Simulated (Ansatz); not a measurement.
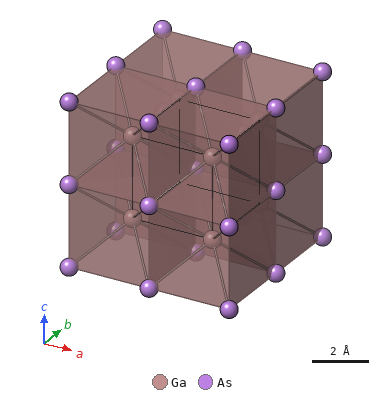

View from a general direction, drawn as a polyhedral model. Atoms at the boundary of the simulation cell (the box) are drawn once for each face, edge or corner they touch. Some neighbours outside the box are added.

Input for the calculation:
```yaml
crystal:
  lattice:
    - [3.3286687154, 0.0, 0.0]
    - [0.0, 3.3286687154, 0.0]
    - [0.0, 0.0, 3.3286687154]
  atoms:
    - { symbol: Ga, position: [0.0, 0.0, 0.0] }
    - { symbol: As, position: [0.5, 0.5, 0.5] }
kpoints:
  mp_grid: { grid: [6, 6, 6] }
hamiltonian:
  xc: r2scan
scf:
  occupations: { method: fermi_dirac, width: 0.02 }
  n_extra_bands: 4
output:
  forces: true
  stress: true
  eigenvalues: true
```
Run as:
```sh
ansatz run input.yaml --threads 4 --pin off --max-ram 3686MiB --backend cpu --events-out ev --progress --plain --runs-dir out
```

The calculation: DFT, r2SCAN, plane waves, PAW in Ansatz 0.2.0, with plane-wave cutoff 500 eV, a 6×6×6 k-point grid, Fermi-Dirac smearing of 0.02 eV, no spin polarisation.

**What does the calculation say: metal or gapped?**

A metal: bands cross the Fermi level.

**State the hydrostatic pressure.**

The computed pressure is 0.4 GPa (compressed: it would expand).

It goes back to a structure type filled with these elements by a generator (whether the compound takes this form wasn't checked). Earlier steps of the study may have refined or changed the cell and positions. It went into a calculation with Ansatz.
